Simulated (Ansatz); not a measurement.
# Al12N: geometry relaxation (part 2 of 2)

Continued. System: Al12N (slab, 13 atoms in the cell). Method: DFT PBE, scalar-relativistic, plane waves, PAW, no spin polarisation (Ansatz 0.2.0); cutoff 420 eV, 6×6×1 k-mesh, Gaussian smearing of 0.1 eV. The structure derives from an entry of the Crystallography Open Database. The input holds or restrains some coordinates. Forces given for the steps count only the free coordinates.

Geometry of the input (Å; fractional positions):
```
5.7143  0.0000  0.0000
-2.8572  4.9487  0.0000
0.0000  0.0000  20.1016
Al 0.3333  0.1667  0.1990
Al 0.3333  0.6667  0.1990
Al 0.8333  0.1667  0.1990
Al 0.8333  0.6667  0.1990
Al 0.1667  0.3333  0.3135
Al 0.1667  0.8333  0.3135
Al 0.6667  0.3333  0.3135
Al 0.6667  0.8333  0.3135
Al 0.0000  0.0000  0.4279
Al -0.0000  0.5000  0.4279
Al 0.5000  0.0000  0.4279
Al 0.5000  0.5000  0.4279
N  0.1667  0.3333  0.4645
```

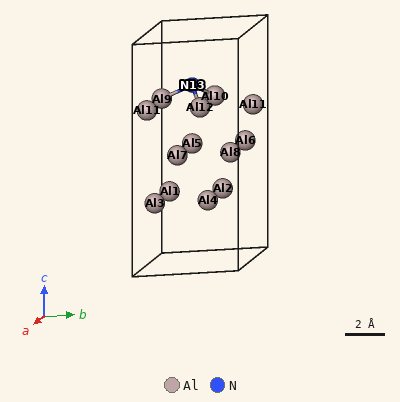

Fig. 1: The geometry at step 3 of the log (ball-and-stick view of the cell of the calculation, with the vacuum cut short, seen slightly off an axis; atoms are numbered from 1 in the order of the input).

```
WARN: The output density's exchange-correlation potential varies sharply where the density is thin. Do not read a vacuum level from v_tot or v_xc, or from such a field of the output density. On a cell that repeats whose density bears no net charge and no dipole along the vacuum's axis use v_es (v_loc + v_h of the components); under efield.dipole_correction with no amplitude use v_es + v_field, which holds any external_charges[].barrier, or the levels of the report's work_function block, which leave it out; under a non-zero efield.amplitude the vacuum is tilted and has no level; on a cell that repeats and bears such a dipole with no correction it is tilted too, and efield.dipole_correction with no amplitude gives each side of its ramp a level where efield: is served; in a cell that repeats whose density bears a net charge (total_charge, or a fill off its count) it is curved and has none; of a slab under crystal.periodic whose density bears no net charge use v_es, which has a level on each side, short of where the two are joined; of another it falls or rises all the way out and has none; of a slab beside external_charges read slab_vacuum_level instead, which it has where they leave it neutral. The grid or the basis barely resolves most such structure, and the values can differ between equally converged runs; as a rule a tighter scf.convergence.dr2_threshold does not remove it. Where the density itself ripples (under the LDA too) a higher basis.ecutwfc lessens it. The files hold the spikes' plane waves up to the density's cutoff. Files: v_tot_of_output_density and the like, and their columns of v_z.tsv (output.write_potential); v_xc_of_output_density and the like, and their columns of v_comp_z.tsv (output.write_potential_components). Measured: with its Gaussian average of σ = 0.25 Å subtracted twice, the exchange-correlation potential is over 0.1 eV at 9 of the grid points where the equally averaged density (valence and model cores) is under 1e-3 e/Å³, and 0.169 eV at the most among them, at an averaged density of 1.5e-8 e/Å³. See output.write_potential in the manual, Limitations
SCF converged after 4 iterations
Free energy (F): -6831.948259 eV
Harris-Foulkes:  -6831.948259 eV  (|F-HF|=2.89e-10)
Internal energy: -6831.927247 eV  (E = F + TS)
E sigma→0 (E₀):  -6831.937753 eV
Entropy (-TS):   -0.021012 eV (-1.616 meV/atom)
Fermi energy:    0.190819 eV
Dipole field:    D = -0.027057 V/Å  (p = -0.084997 e·Å, saw-weighted, corrected)
Work function:   Φ+ = 4.5469 eV   Φ− = 4.0030 eV
Levels:          The Fermi level and band energies are counted from a zero that moves with the ramp; work functions are not
--- Per-component energies (eV) ---
  E_band       = -185.101276
  E_kinetic    = 396.235902
  E_local      = -7534.794953  (includes V_loc(G=0)·N_el)
  E_nonlocal   = 171.011523
  E_hartree    = 3630.704560
  E_xc         = -531.247091
  E_vxc        = -416.079484  (∫ρ·V_xc dr)
  E_paw        = -5735.202714  (= ΣΔE_a)
  E_vpaw       = -62.898658  (= ΣTr[D̂ρ^β])
  E_aug_tail   = 0.000067  (compensation charges beyond the density's cutoff)
  E_efield     = 0.001150  (sawtooth field / dipole correction)
  E_vefield    = 0.017474  (∫n·V_field dr)
  E_ewald      = 2771.364310
  E_smearing   = -0.021012  (= −TS)
  E_closure    = 0.000000  (closes the sum)
  Σ components = -6831.948259   (vs F -6831.948259, Δ=0.00e0)
--- Forces (eV/Å), atoms counted from 1 ---
  atom   1  Al    -0.07398918     0.04271767    -0.18724914
  atom   2  Al    -0.00000000    -0.08543535    -0.18724914
  atom   3  Al     0.07398918     0.04271767    -0.18724914
  atom   4  Al    -0.00000000    -0.00000000    -0.28283237
  atom   5  Al    -0.00000000     0.00000000    -0.36102101
  atom   6  Al     0.00841786     0.00486005     0.20483331
  atom   7  Al     0.00000000    -0.00972011     0.20483331
  atom   8  Al    -0.00841786     0.00486005     0.20483331
  atom   9  Al     0.00000000    -0.72570322     0.30414457
  atom  10  Al    -0.62847742     0.36285161     0.30414457
  atom  11  Al    -0.00000000     0.00000000    -0.31534425
  atom  12  Al     0.62847742     0.36285161     0.30414457
  atom  13  N      0.00000000     0.00000000    -0.00598536
  max |Σ_I F_I| component: 3.21e-6 eV/Å
--- Band table (eV; the first three rows and the last of 7) ---
  k-point 0: bands = ["-14.7957", "-10.3194", "-8.3508", "-5.6777", "-5.3778", "-5.3778", "-4.6141", "-4.5903", "-4.5903", "-4.5183", "-4.0845", "-4.0845", "-3.6118", "-3.2065", "-3.2065", "-2.6577", "-2.1679", "-1.7286", "-1.7286", "-1.0608", "-0.2657", "-0.0466", "-0.0466", "1.2604", "1.2812", "1.2812", "2.0755", "2.7399", "2.7764", "2.7764", "3.6889", "4.1612", "4.1612", "4.2161"]
  k-point 1: bands = ["-14.7856", "-10.1639", "-8.2375", "-6.4612", "-5.7472", "-5.7301", "-5.2571", "-4.9593", "-4.7273", "-4.0893", "-3.8611", "-3.5602", "-3.3125", "-3.0494", "-2.7858", "-2.2514", "-1.8477", "-1.4884", "-1.3714", "-1.1967", "-0.0653", "0.0581", "0.3264", "1.3565", "1.4324", "1.4992", "1.6957", "2.7766", "2.8686", "3.4310", "3.7456", "3.9086", "4.2586", "4.3996"]
  k-point 2: bands = ["-14.7652", "-9.6997", "-8.0265", "-7.6467", "-6.2449", "-6.1503", "-5.8797", "-5.0752", "-5.0083", "-4.1877", "-3.9871", "-3.2087", "-2.9665", "-2.3711", "-2.1861", "-1.6157", "-1.4668", "-0.8481", "-0.7203", "-0.2345", "0.3510", "0.5185", "0.6674", "1.4855", "1.5456", "1.7641", "2.0290", "2.3333", "2.4350", "2.9019", "3.4398", "3.6462", "3.9225", "4.2168"]
  k-point 6: bands = ["-14.7499", "-8.5457", "-8.5393", "-8.2710", "-6.9965", "-6.9899", "-6.1513", "-4.7696", "-4.7559", "-3.3189", "-3.2648", "-3.2052", "-3.0548", "-2.4264", "-2.4227", "-2.0400", "-0.9799", "-0.9293", "-0.4769", "-0.2992", "0.2137", "0.8050", "1.9484", "2.1471", "2.5691", "2.6828", "2.7657", "2.8771", "3.0117", "3.1173", "3.1382", "3.4578", "3.5766", "3.9790"]
--- Relaxed structure (4 steps of the walk, 4 accepted, 0 SCFs on fresh bases) ---
  F+E_penalty+E_count = -6831.94825875 eV   max|allowed force component| = 5.985e-3 eV/Å
  atoms:
    - { symbol: Al, position: [0.3333333333333333, 0.16666666666666666, 0.1989887147] }
    - { symbol: Al, position: [0.3333333333333333, 0.6666666666666666, 0.1989887147] }
    - { symbol: Al, position: [0.8333333333333334, 0.16666666666666666, 0.1989887147] }
    - { symbol: Al, position: [0.8333333333333335, 0.6666666666666666, 0.1989887147] }
    - { symbol: Al, position: [0.16666666666666669, 0.33333333333333337, 0.3134533099] }
    - { symbol: Al, position: [0.16666666666666677, 0.8333333333333334, 0.3134533099] }
    - { symbol: Al, position: [0.6666666666666667, 0.3333333333333333, 0.3134533099] }
    - { symbol: Al, position: [0.6666666666666669, 0.8333333333333334, 0.3134533099] }
    - { symbol: Al, position: [-1.040149775948204e-18, -1.2810265668969288e-17, 0.4279074452] }
    - { symbol: Al, position: [0.0, 0.5, 0.4279074452] }
    - { symbol: Al, position: [0.4999999999999999, -1.2810265668969288e-17, 0.4279074452] }
    - { symbol: Al, position: [0.4999999999999999, 0.5, 0.4279074452] }
    - { symbol: N, position: [0.16666666666666669, 0.33333333333333337, 0.4691334239658245] }
```

Trajectory as extended XYZ (Å, eV, eV/Å), 4 frames, from step=1 to step=4
```
13
Lattice="5.7143 0.0000 0.0000 -2.8572 4.9487 0.0000 0.0000 0.0000 20.1016" Properties=species:S:1:pos:R:3:forces:R:3 step=1 energy=-6831.90790
Al    1.4286    0.8248    4.0000   -0.0694   0.0401  -0.1930
Al    0.0000    3.2992    4.0000    0.0000  -0.0801  -0.1930
Al    4.2857    0.8248    4.0000    0.0694   0.0401  -0.1930
Al    2.8572    3.2992    4.0000    0.0000   0.0000  -0.2826
Al    0.0000    1.6496    6.3009    0.0000   0.0000  -0.3947
Al   -1.4286    4.1239    6.3009   -0.0099  -0.0057   0.2134
Al    2.8572    1.6496    6.3009    0.0000   0.0114   0.2134
Al    1.4286    4.1239    6.3009    0.0099  -0.0057   0.2134
Al    0.0000    0.0000    8.6016    0.0000  -1.2990   0.0227
Al   -1.4286    2.4744    8.6016   -1.1249   0.6495   0.0227
Al    2.8572    0.0000    8.6016    0.0000   0.0000  -0.3212
Al    1.4286    2.4744    8.6016    1.1249   0.6495   0.0227
N     0.0000    1.6496    9.3376    0.0000   0.0000   0.8691
13
Lattice="5.7143 0.0000 0.0000 -2.8572 4.9487 0.0000 0.0000 0.0000 20.1016" Properties=species:S:1:pos:R:3:forces:R:3 step=2 energy=-6831.93198
Al    1.4286    0.8248    4.0000   -0.0712   0.0411  -0.1911
Al    0.0000    3.2992    4.0000    0.0000  -0.0822  -0.1911
Al    4.2857    0.8248    4.0000    0.0712   0.0411  -0.1911
Al    2.8572    3.2992    4.0000    0.0000   0.0000  -0.2830
Al    0.0000    1.6496    6.3009    0.0000   0.0000  -0.3829
Al   -1.4286    4.1239    6.3009   -0.0030  -0.0017   0.2109
Al    2.8572    1.6496    6.3009    0.0000   0.0035   0.2109
Al    1.4286    4.1239    6.3009    0.0030  -0.0017   0.2109
Al    0.0000    0.0000    8.6016    0.0000  -1.0787   0.1236
Al   -1.4286    2.4744    8.6016   -0.9342   0.5394   0.1236
Al    2.8572    0.0000    8.6016    0.0000   0.0000  -0.3201
Al    1.4286    2.4744    8.6016    0.9342   0.5394   0.1236
N     0.0000    1.6496    9.3714    0.0000   0.0000   0.5555
13
Lattice="5.7143 0.0000 0.0000 -2.8572 4.9487 0.0000 0.0000 0.0000 20.1016" Properties=species:S:1:pos:R:3:forces:R:3 step=3 energy=-6831.94825
Al    1.4286    0.8248    4.0000   -0.0739   0.0426  -0.1876
Al    0.0000    3.2992    4.0000    0.0000  -0.0853  -0.1876
Al    4.2857    0.8248    4.0000    0.0739   0.0426  -0.1876
Al    2.8572    3.2992    4.0000    0.0000   0.0000  -0.2833
Al    0.0000    1.6496    6.3009    0.0000   0.0000  -0.3600
Al   -1.4286    4.1239    6.3009    0.0087   0.0050   0.2057
Al    2.8572    1.6496    6.3009    0.0000  -0.0100   0.2057
Al    1.4286    4.1239    6.3009   -0.0087   0.0050   0.2057
Al    0.0000    0.0000    8.6016    0.0000  -0.7252   0.3038
Al   -1.4286    2.4744    8.6016   -0.6281   0.3626   0.3038
Al    2.8572    0.0000    8.6016    0.0000   0.0000  -0.3158
Al    1.4286    2.4744    8.6016    0.6281   0.3626   0.3038
N     0.0000    1.6496    9.4304    0.0000   0.0000  -0.0075
13
Lattice="5.7143 0.0000 0.0000 -2.8572 4.9487 0.0000 0.0000 0.0000 20.1016" Properties=species:S:1:pos:R:3:forces:R:3 step=4 energy=-6831.94826
Al    1.4286    0.8248    4.0000   -0.0740   0.0427  -0.1872
Al    0.0000    3.2992    4.0000    0.0000  -0.0854  -0.1872
Al    4.2857    0.8248    4.0000    0.0740   0.0427  -0.1872
Al    2.8572    3.2992    4.0000    0.0000   0.0000  -0.2828
Al    0.0000    1.6496    6.3009    0.0000   0.0000  -0.3610
Al   -1.4286    4.1239    6.3009    0.0084   0.0049   0.2048
Al    2.8572    1.6496    6.3009    0.0000  -0.0097   0.2048
Al    1.4286    4.1239    6.3009   -0.0084   0.0049   0.2048
Al    0.0000    0.0000    8.6016    0.0000  -0.7257   0.3041
Al   -1.4286    2.4744    8.6016   -0.6285   0.3629   0.3041
Al    2.8572    0.0000    8.6016    0.0000   0.0000  -0.3153
Al    1.4286    2.4744    8.6016    0.6285   0.3629   0.3041
N     0.0000    1.6496    9.4304    0.0000   0.0000  -0.0060
```

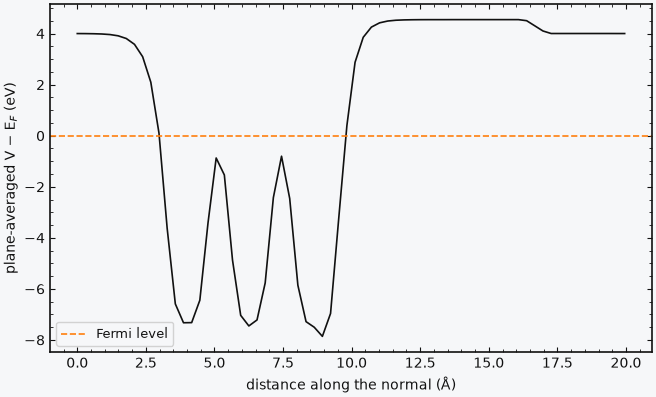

Fig. 2: Plane average of the electrostatic potential energy of an electron across the cell, from the Fermi level. The vacuum level lies 4.55 eV above the Fermi level on the upper side and 4.00 eV on the lower.

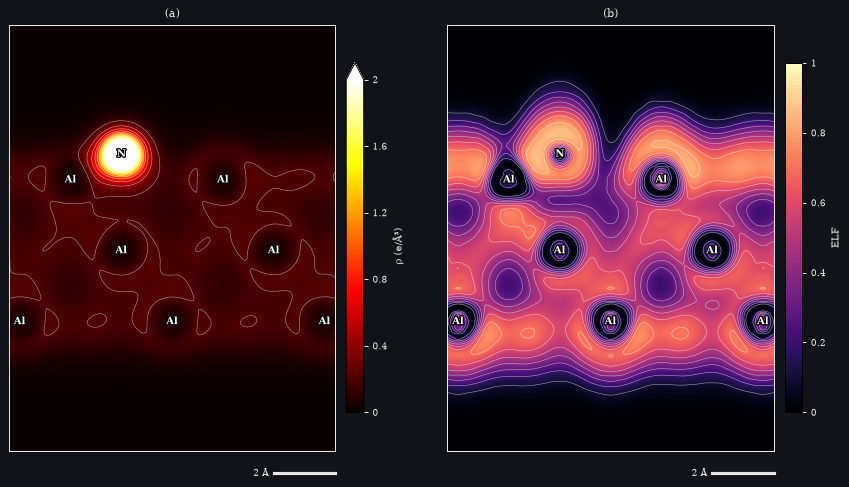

Fig. 3: (a) valence electron density; (b) ELF on the (110) plane of the calculation cell, a cut from vacuum to vacuum. Al–N (1.85 Å): the density is about 0.72 e/Å³ at the midpoint; the ELF is about 0.85 at the midpoint. The density dies away to nearly zero in the vacuum. Core electrons are frozen (PAW), so the fields are smoothed inside the atomic spheres.

Results in brief

- outcome: converged under the restraints of the input
- electrons treated: 41
- free energy: −6831.9483 eV
- work function, top face: 4.55 eV
- work function, bottom face: 4.00 eV
- Fermi energy: 0.191 eV
- gap on the k-point mesh: none (metallic)
- final volume: 568.45 Å³
- work function (upper face): 4.55 eV
- largest force (length of the vector) at the end, held atoms and coordinates included: 0.787 eV/Å
- hardware: 4 threads of Arm Neoverse V1, 24 GiB of memory available, shared host
- wall time: 16 s (CPU time 60 s)
- peak memory: 0.82 GiB

Remarks

The program warns: the exchange-correlation potential is rough where the density is thin. The cell holds an odd number of electrons but the run has no spin polarisation, so a band is left half filled.
